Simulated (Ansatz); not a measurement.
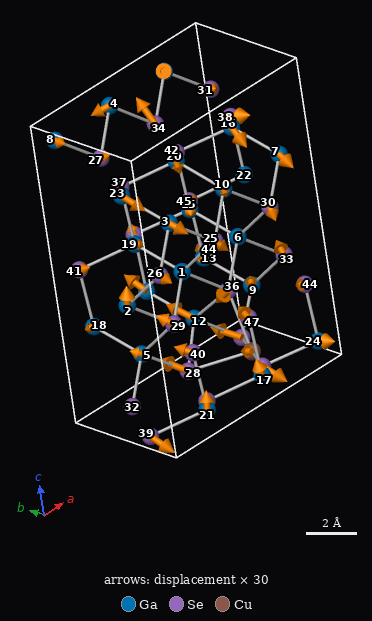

A relaxation of a defect cell of composition Ga$_{24}$CuSe$_{24}$ (cell charge +1). The starting structure is drawn; orange arrows show the displacements, magnified 30 times.

A ball-and-stick model of the cell of the calculation, seen slightly off an axis.

Case: Cu interstitial, charge +1, atoms relaxed at the host's cell.

Level of theory: DFT PBEsol, scalar-relativistic, plane waves, PAW (Ansatz 0.2.0). Set-up: plane-wave cutoff 420 eV; k-point mesh 2 × 2 × 2; occupations gaussian; smearing width 0.01 eV; collinear spin; atoms relaxed in a fixed cell; force threshold 0.025 eV/Å; at most 45 steps.

> What happened in the run?

Over 3 geometry steps the energy falls by 36.9 meV per cell of the calculation. Largest force component: 0.19 eV/Å at the start, 0.012 eV/Å at the end. The largest moves, 0.051 Å, are those of Se atoms. Largest moves by element: Se 0.051 Å, Ga 0.047 Å, Cu 0.020 Å. The cell doesn't change. Near-neighbour distances that change, for instance: Cu–Se 2.672 → 2.712 Å, Cu–Se 2.675 → 2.694 Å, Cu–Se 2.681 → 2.664 Å, Ga–Se 2.468 → 2.451 Å. Bond angles that change, for instance: Ga–Ga–Se 118.3° → 116.0°, Ga–Se–Cu 169.2° → 166.9°, Ga–Se–Ga 98.0° → 100.2°. The program noted that the starting moments weren't kept.

Limits of the set-up: the cell is charged, on a uniform background, and energies carry no finite-size correction.
